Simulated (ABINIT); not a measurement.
# SnO2 (Imma): G0W0 with ABINIT, start to end, part 3 of 3

How does a plane-wave GW calculation on SnO2 (Imma) run from the first input to the gap?

ABINIT 10.8.3; LDA and many-body steps on it, plane waves. Known limits of the many-body steps: not at the basis limit; no spin-orbit coupling; coarse k mesh.

So far. Step 3 (Bands along the symmetry lines): The gap is 0.476 eV, as in the run before at this level. Step 4 (Empty states on the mesh, 2×2×2 mesh, 462 bands): On this mesh the gap is 0.476 eV.

## Step 5: Screening, 2×2×2 mesh, 420 bands, screening to 149.7 eV

The RPA dielectric matrix is built and inverted for each q.

This step: RPA screening on LDA, plane waves, norm-conserving pseudopotentials.

Input file run.abi:

```
acell 3*1.0 Angstrom
rprim 
  -3.248897000000 3.414470000000 3.414021000000
  3.248897000000 -3.414470000000 3.414021000000
  3.248897000000 3.414470000000 -3.414021000000
ntypat 2
znucl 50 8
natom 12
typat 1 1 1 1 2 2 2 2 2 2 2 2
xred 
  0.996401000000 0.246401000000 0.750000000000
  0.003599000000 0.753599000000 0.250000000000
  0.500000000000 0.500000000000 0.500000000000
  0.500000000000 0.000000000000 0.000000000000
  0.193504000000 0.196226000000 0.502722000000
  0.697565000000 0.754060000000 0.943505000000
  0.193504000000 0.690782000000 0.997278000000
  0.310555000000 0.754060000000 0.556495000000
  0.689445000000 0.245940000000 0.443505000000
  0.302435000000 0.245940000000 0.056495000000
  0.806496000000 0.309218000000 0.002722000000
  0.806496000000 0.803774000000 0.497278000000
pp_dirpath "pseudos"
pseudos "Sn.upf, O.upf"
ecut 42
ngkpt 2 2 2
nshiftk 1
shiftk 0 0 0
kptopt 1
chksymbreak 0
istwfk *1
occopt 1
irdwfk 1
optdriver 3
nband 420
ecuteps 5.5
inclvkb 2
awtr 1
symchi 1
indata_prefix "in"
outdata_prefix "out"
tmpdata_prefix "tmp"
fftgw 31
```

Command:

```console
$ OMP_NUM_THREADS=1 mpirun -n 8 abinit run.abi > log
```

Numbers of over 12 decimals in the logs are rounded to 6 here.

Log:

```text
.Version 10.8.3 of ABINIT. v10.8.2 released Aug 2026.

 Symmetries : space group Im m a (# 74); Bravais oI (body-center ortho.)
[... echo of the input left out ...]
== DATASET  1 ==================================================================
-   mpi_nproc: 8, omp_nthreads: 1 (-1 if OMP is not activated)

--- !DatasetInfo
iteration_state: {dtset: 1, }
dimensions: {natom: 12, nkpt: 5, mband: 420, nsppol: 1, nspinor: 1, nspden: 1, mpw: 13326, }
cutoff_energies: {ecut:  42.0, pawecutdg:  -1.0, }
electrons: {nelect:   1.36000000E+02, charge:   0.00000000E+00, occopt:   1.00000000E+00, tsmear:   1.00000000E-02, }

 SCREENING: Calculation of the susceptibility and dielectric matrices

 Based on a program developped by R.W. Godby, V. Olevano, G. Onida, and L. Reining.
 Incorporated in ABINIT by V. Olevano, G.-M. Rignanese, and M. Torrent.
.Using double precision arithmetic ; gwpc =  8

[... cell and pseudopotentials left out ...]
--------------------------------------------------------------------------------

 ==== K-mesh for the wavefunctions ====
 Number of points in the irreducible wedge :     5
[... list of points left out ...]
 Together with  8 symmetry operations and time-reversal symmetry
 yields     8 points in the full Brillouin Zone.

 ==== Q-mesh for the screening function ====
 Number of points in the irreducible wedge :     5
[... list of points left out ...]
 Together with  8 symmetry operations and time-reversal symmetry
 yields     8 points in the full Brillouin Zone.

 setmesh: FFT mesh size selected  =    54x   54x   54
          total number of points  =       157464

 vcoul_init : cutoff-mode = AUXILIARY_FUNCTION
 q-points for optical limit:   1
     1)      0.000010    0.000020    0.000030

- screening: taking advantage of time-reversal symmetry
- Maximum band index for partially occupied states nbvw = 68
- Remaining bands to be divided among processors   nbcw = 352
- Number of bands treated by each node ~44

 Number of electrons calculated from density =  136.0000; Expected =  136.0000
 average of density, n =  0.133032
 r_s =    1.2152
 omega_plasma =   35.1831 [eV]

 calculating chi0 at frequencies [eV] :
  1    0.000000E+00    0.000000E+00
  2    0.000000E+00    3.518309E+01

--------------------------------------------------------------------------------
  q-point number  1        q = ( 0.000000, 0.000000, 0.000000) [r.l.u.]
--------------------------------------------------------------------------------
[... chi0 elements left out ...]
 For q-point:  0.000010 0.000020 0.000030
  dielectric constant =   8.7175
  dielectric constant without local fields =   9.1433

  Average fulfillment of the sum rule on Im[epsilon] for q-point    1 :     67.63  [%]
[... wings left out ...]
  q-point number  2        q = ( 0.500000, 0.000000, 0.000000) [r.l.u.]
--------------------------------------------------------------------------------
[... chi0 elements left out ...]
  Average fulfillment of the sum rule on Im[epsilon] for q-point    2 :     71.64  [%]

 [... 3 further q-points ...]
```

Wall time 5.1 min (8 MPI ranks of AMD EPYC 9B45 (Zen 5), shared host); peak memory 14 GiB.

This step gave:

```yaml
eps_infinity_with_local_fields_on_this_mesh_along_the_program_s_q_direction: 8.717
the_same_without_local_fields: 9.143
plasma_frequency: 35.18 eV
plane_waves_in_the_screening_matrix: 635
```

Local fields lower ε∞ by 5 %. On a Γ-centred mesh this coarse the value itself is usually too large, while a short band sum pulls it down.

## Step 6: Self-energy, 2×2×2 mesh, 420 bands, screening to 149.7 eV

The self-energy is evaluated for the states that the input lists, and the levels follow from it, in one-shot runs by the linearised quasiparticle equation.

This step: G0W0 on LDA, plane waves, norm-conserving pseudopotentials.

Changes to run.abi since step 5:

```diff
@@ -33,8 +33,23 @@
 irdwfk 1
-optdriver 3
+optdriver 4
 nband 420
+gwcalctyp 0
+ecutsigx 42
+symsigma 1
+nkptgw 5
+kptgw 
+  0.0000000000 0.0000000000 0.0000000000
+  0.5000000000 0.0000000000 0.0000000000
+  0.0000000000 0.5000000000 0.0000000000
+  0.5000000000 0.5000000000 0.0000000000
+  0.5000000000 0.5000000000 0.5000000000
+bdgw 
+  67 70
+  67 70
+  67 70
+  67 70
+  67 70
 ecuteps 5.5
-inclvkb 2
-awtr 1
-symchi 1
+irdscr 1
+ppmodel 1
 indata_prefix "in"
```

Log:

```text
.Version 10.8.3 of ABINIT. v10.8.2 released Aug 2026.

 Symmetries : space group Im m a (# 74); Bravais oI (body-center ortho.)
[... echo of the input left out ...]
== DATASET  1 ==================================================================
-   mpi_nproc: 8, omp_nthreads: 1 (-1 if OMP is not activated)

--- !DatasetInfo
iteration_state: {dtset: 1, }
dimensions: {natom: 12, nkpt: 5, mband: 420, nsppol: 1, nspinor: 1, nspden: 1, mpw: 13326, }
cutoff_energies: {ecut:  42.0, pawecutdg:  -1.0, }
electrons: {nelect:   1.36000000E+02, charge:   0.00000000E+00, occopt:   1.00000000E+00, tsmear:   1.00000000E-02, }

 SIGMA: Calculation of the GW corrections

 Based on a program developped by R.W. Godby, V. Olevano, G. Onida, and L. Reining.
 Incorporated in ABINIT by V. Olevano, G.-M. Rignanese, and M. Torrent.
.Using double precision arithmetic ; gwpc =  8

[... cell and pseudopotentials left out ...]
--------------------------------------------------------------------------------

 ==== K-mesh for the wavefunctions ====
 Number of points in the irreducible wedge :     5
[... list of points left out ...]
 Together with  8 symmetry operations and time-reversal symmetry
 yields     8 points in the full Brillouin Zone.

 ==== Q-mesh for screening function ====
 Number of points in the irreducible wedge :     5
[... list of points left out ...]
 Together with  8 symmetry operations and time-reversal symmetry
 yields     8 points in the full Brillouin Zone.

 vcoul_init : cutoff-mode = AUXILIARY_FUNCTION
 q-points for optical limit:   1
     1)      0.000010    0.000020    0.000030
 setmesh: FFT mesh size selected  =    54x   54x   54
          total number of points  =       157464

 Number of electrons calculated from density =  136.0000; Expected =  136.0000
 average of density, n =  0.133032
 r_s =    1.2152
 omega_plasma =   35.1831 [eV]

 === KS Band Gaps ===
  >>>> For spin  1
   Minimum direct gap =   0.4766 [eV], located at k-point      :   0.0000  0.0000  0.0000
   Fundamental gap    =   0.4766 [eV], Top of valence bands at :   0.0000  0.0000  0.0000
                                       Bottom of conduction at :   0.0000  0.0000  0.0000
 SIGMA fundamental parameters:
 PLASMON POLE MODEL  1
 number of plane-waves for SigmaX                13177
 number of plane-waves for SigmaC and W            635
 number of plane-waves for wavefunctions         13177
 number of bands                                   420
 number of independent spin polarizations            1
 number of spinorial components                      1
 number of k-points in IBZ                           5
 number of q-points in IBZ                           5
 number of symmetry operations                       8
 number of k-points in BZ                            8
 number of q-points in BZ                            8
 number of frequencies for dSigma/dE                 9
 frequency step for dSigma/dE [eV]                0.25
 number of omega for Sigma on real axis              0
 max omega for Sigma on real axis  [eV]           0.00
 zcut for avoiding poles [eV]                     0.10

 EPSILON^-1 parameters (SCR file):
 dimension of the eps^-1 matrix on file            635
 dimension of the eps^-1 matrix used               635
 number of plane-waves for wavefunctions         13177
 number of bands                                   420
 number of q-points in IBZ                           5
 number of frequencies                               2
 number of real frequencies                          1
 number of imag frequencies                          1

 matrix elements of self-energy operator (all in [eV])

 Perturbative Calculation

--- !SelfEnergy_ee
iteration_state: {dtset: 1, }
kpoint     : [   0.000,    0.000,    0.000, ]
spin       : 1
KS_gap     :    0.477
QP_gap     :    1.944
Delta_QP_KS:    1.467
data: !SigmaeeData |
     Band     E0 <VxcDFT>   SigX SigC(E0)      Z dSigC/dE  Sig(E)    E-E0       E
       67   4.962 -19.559 -24.966   5.001   0.779  -0.283 -19.875  -0.316   4.646
       68   5.693 -19.967 -25.601   5.216   0.780  -0.283 -20.293  -0.326   5.367
       69   6.170 -16.901 -12.551  -2.979   0.832  -0.201 -15.760   1.141   7.311
       70   9.784 -17.383 -11.966  -3.591   0.827  -0.209 -15.873   1.510  11.293

--- !SelfEnergy_ee
iteration_state: {dtset: 1, }
kpoint     : [   0.500,    0.000,    0.000, ]
spin       : 1
KS_gap     :    4.278
QP_gap     :    5.980
Delta_QP_KS:    1.702
data: !SigmaeeData |
     Band     E0 <VxcDFT>   SigX SigC(E0)      Z dSigC/dE  Sig(E)    E-E0       E
       67   5.081 -19.517 -24.905   4.972   0.781  -0.280 -19.842  -0.325   4.756
       68   5.086 -19.541 -24.922   4.968   0.781  -0.280 -19.863  -0.322   4.764
       69   9.364 -18.299 -13.511  -3.104   0.819  -0.221 -16.920   1.379  10.744
       70   9.364 -18.300 -13.511  -3.104   0.819  -0.221 -16.920   1.380  10.744

--- !SelfEnergy_ee
iteration_state: {dtset: 1, }
kpoint     : [   0.000,    0.500,    0.000, ]
spin       : 1
KS_gap     :    4.257
QP_gap     :    6.048
Delta_QP_KS:    1.791
data: !SigmaeeData |
     Band     E0 <VxcDFT>   SigX SigC(E0)      Z dSigC/dE  Sig(E)    E-E0       E
       67   5.187 -19.547 -25.100   5.102   0.780  -0.282 -19.899  -0.352   4.835
       68   5.219 -19.587 -25.147   5.112   0.780  -0.282 -19.936  -0.349   4.871
[...]
--- !SelfEnergy_ee
iteration_state: {dtset: 1, }
kpoint     : [   0.500,    0.500,    0.000, ]
spin       : 1
KS_gap     :    4.275
QP_gap     :    6.078
Delta_QP_KS:    1.803
data: !SigmaeeData |
     Band     E0 <VxcDFT>   SigX SigC(E0)      Z dSigC/dE  Sig(E)    E-E0       E
[...]
70   9.477 -18.578 -13.577  -3.225   0.818  -0.222 -17.125   1.453  10.930

--- !SelfEnergy_ee
iteration_state: {dtset: 1, }
kpoint     : [   0.500,    0.500,    0.500, ]
spin       : 1
KS_gap     :    4.877
QP_gap     :    6.796
Delta_QP_KS:    1.919
data: !SigmaeeData |
     Band     E0 <VxcDFT>   SigX SigC(E0)      Z dSigC/dE  Sig(E)    E-E0       E
       67   4.840 -19.160 -24.956   5.248   0.778  -0.285 -19.587  -0.427   4.413
       68   4.841 -19.161 -24.956   5.248   0.778  -0.285 -19.587  -0.426   4.415
       69   9.719 -18.452 -13.250  -3.379   0.819  -0.221 -16.959   1.493  11.212
       70   9.720 -18.454 -13.250  -3.379   0.819  -0.221 -16.960   1.495  11.214

 New Fermi energy :        2.329454E-01 Ha ,    6.338767E+00 eV

 === QP Band Gaps ===
  >>>> For spin  1
   Minimum direct gap =   1.9436 [eV], located at k-point      :   0.0000  0.0000  0.0000
   Fundamental gap    =   1.9436 [eV], Top of valence bands at :   0.0000  0.0000  0.0000
                                       Bottom of conduction at :   0.0000  0.0000  0.0000

== END DATASET(S) ==============================================================
================================================================================

 -outvars: echo values of variables after computation  --------
           etotal      0.0000000000E+00
            nband         420
             nkpt           5
          spgroup          74
 [... the other variables as echoed above ...]

 Calculation completed.
```

Elapsed: 79 s, on 8 MPI ranks; peak memory 7.9 GiB; 11 min of CPU time.

Numbers from this step:

```
G0W0 gap on the mesh                         : 1.944 eV
starting gap on the mesh                     : 0.4765 eV
k of the valence top                         : 0, 0, 0
k of the conduction bottom                   : 0, 0, 0
Z at the valence top                         : 0.78
Z at the conduction bottom                   : 0.832
least direct G0W0 gap on the computed points : 1.944 eV
```

The gap on the mesh goes from 0.48 eV to 1.94 eV, a correction of +1.47 eV.

Limits: finite bands, cutoff and mesh; no spin-orbit coupling; coarse k mesh. v1 is the top filled band, c1 the lowest empty one. Levels before and after the correction, in eV, zero at the valence-band top of each column:

```csv
,conduction bottom,valence top
Kohn-Sham,0.48,0.00
G0W0,1.94,0.00
```

```csv
,level,energy (eV)
Kohn-Sham,Γ v2,-0.732
Kohn-Sham,Γ v1,0.000
Kohn-Sham,Γ c1,0.476
Kohn-Sham,Γ c2,4.090
G0W0,Γ v2,-0.721
G0W0,Γ v1,0.000
G0W0,Γ c1,1.944
G0W0,Γ c2,5.926
```

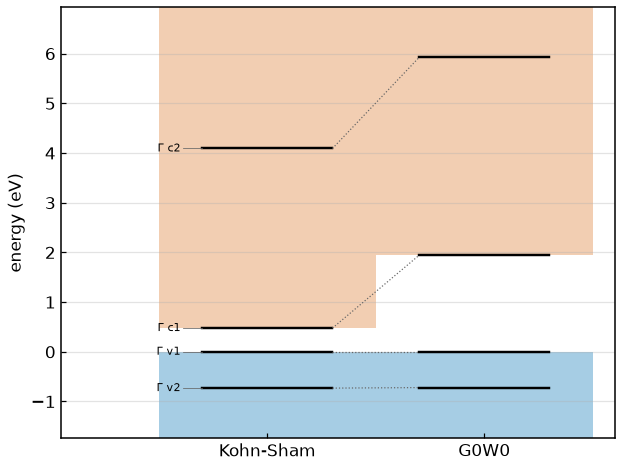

Levels before and after the correction. Shaded: valence and conduction bands.

## Step 7: Where the time went

Times are wall times on the hardware named with each run, good to a factor of about two.

```csv
step,time,share,memory (GiB)
ground state,2.4 min,15 %,1.5
bands along the symmetry lines,94 s,10 %,1.5
empty states on the mesh,5.9 min,36 %,1.1
screening,5.1 min,31 %,14
self-energy,79 s,8 %,7.9
```

## Step 8: Outcome

```
LDA gap              : 0.48 eV, direct
G0W0 gap on the mesh : 1.94 eV
GW settings          : 2×2×2 mesh, 420 bands, screening to 149.7 eV, Godby-Needs plasmon pole
known limits         : not at the basis limit; no spin-orbit coupling; coarse k mesh
```

What this shows: G0W0 moves the gap on the mesh from 0.48 eV to 1.94 eV (+1.47 eV), with Z of 0.78 and 0.83 at the edges. Local fields lower the RPA ε∞ on this mesh from 9.14 to 8.72; a Γ-centred mesh this coarse tends to raise both, most where the direct gap is narrow, while a short band sum lowers them. Bands and cutoff are finite, so the gap is not at the basis limit. The miss can reach some tenths of an eV and take either sign; the mesh is an error of its own. The 2×2×2 mesh is coarse for this cell, which bears on the long-range parts of exchange and screening. The many-body steps are scalar-relativistic: spin-orbit coupling is not in them.

[Paths, hosts, dates, memory and timing lines, banners, echoed tables and standing remarks are left out of the program output.]

[Logs are printed without paths, hosts, clocks, repeated set-up lines and the standing remarks that a program may print on its own settings, such as how far it seeks lower states.]

[Runs of the session that timed out or met a known fault of the program may be left out.]

[Hosts, paths, dates, database ids (printed as entryN), source tags and the programs' standing remarks are cut or masked in the printed files.]

[G0W0 gaps are taken among the corrected bands and points alone; a level outside them can change the order at an edge.]

[Where Ansatz stands beside ABINIT at settings called matched, ABINIT's density can come from a denser mesh and the files from another edition; pairs whose starting gaps differed by over 0.03 eV were left out, so agreement reads better than it is.]
